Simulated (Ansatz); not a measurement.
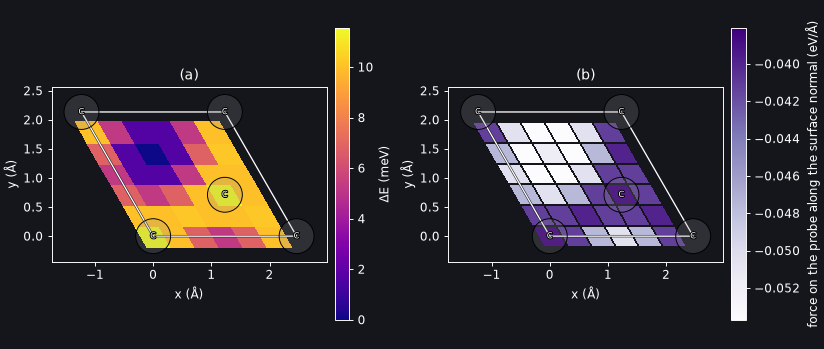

Si on a two-dimensional sheet of C (8 atoms of substrate and one adsorbate in a 2 × 2 cell). Si is moved over the surface cell at a fixed height above a rigid substrate; the origin of the map has the adsorbate above C1; the height is held at 3.40 Å. Places are given modulo a cell vector. The map is drawn in real space over the plane of the surface. The scan uses a 6 × 6 grid; 7 points were computed and 29 follow by symmetry. Places are given in fractions of the 1 × 1 surface cell. Energies: meV, counted from the lowest grid point. At a fixed height the lowest place need not be the adsorption site. Level of theory: Ansatz, DFT PBE+D3(BJ), scalar-relativistic, plane waves, PAW. Settings: cutoff 420 eV, k-mesh 6×6×1, gaussian smearing 0.1 eV, spin-polarised.

Panel (a) is the energy and panel (b) the computed force on the probe along the surface normal on the same grid.

Drawn: one coloured cell a grid point, labelled circles for the atoms of the top layer, the outline of one cell of the plane.

### How does the force on the probe along the surface normal vary over the map, and what is it at the lowest grid point?

It runs from −0.05 eV/Å at (1/6, 3/6) of the cell vectors [nearest 2 C at 3.57 Å] to −0.04 eV/Å at the top site over a surface C atom, (0/6, 0/6) of the cell vectors. At the lowest grid point, a sixfold hollow, (2/6, 4/6) of the cell vectors, it is −0.05 eV/Å.

```tsv
second ↓, first →	0/6	1/6	2/6	3/6	4/6	5/6
5/6	−0.04	−0.05	−0.05	−0.05	−0.05	−0.04
4/6	−0.05	−0.05	−0.05	−0.05	−0.05	−0.04
3/6	−0.05	−0.05	−0.05	−0.05	−0.04	−0.04
2/6	−0.05	−0.05	−0.05	−0.04	−0.04	−0.04
1/6	−0.04	−0.04	−0.04	−0.04	−0.04	−0.04
0/6	−0.04	−0.04	−0.05	−0.05	−0.05	−0.04
```

PAW datasets: the set soft_1.
